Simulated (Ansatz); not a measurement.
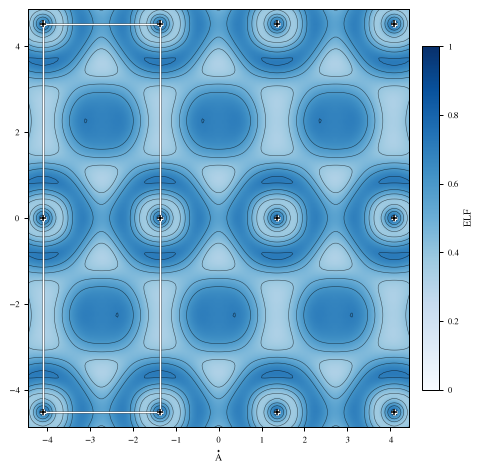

The ELF on a plane through atoms (crosses mark nuclei in the plane).

Method: Ansatz 0.2.0, DFT, revPBE, plane waves (420 eV) with PAW, scalar-relativistic.

Candidates:
A. Si, a = 2.73 Å, b = 2.73 Å, c = 9.05 Å, α = 90.00°, β = 90.00°, γ = 120.00°. Space group P6₃/mmc; set up as Si, dhcp; a generated structure, not necessarily the stable one; changed on purpose from its base cell (volume × 1.0).
B. W, a = 6.08 Å, b = 6.08 Å, c = 6.08 Å, α = 90.00°, β = 90.00°, γ = 90.00°. Space group Fd-3m; set up as W, diamond; a generated structure, not necessarily the stable one; changed on purpose from its base cell (volume × 1.12); computed pressure about −11 GPa in this cell.

### Which system is this?

Candidate A: Si on the (100) plane of the conventional cell, which holds Si. Si–Si (2.73 Å): the ELF peaks at about 0.70 between the atoms.
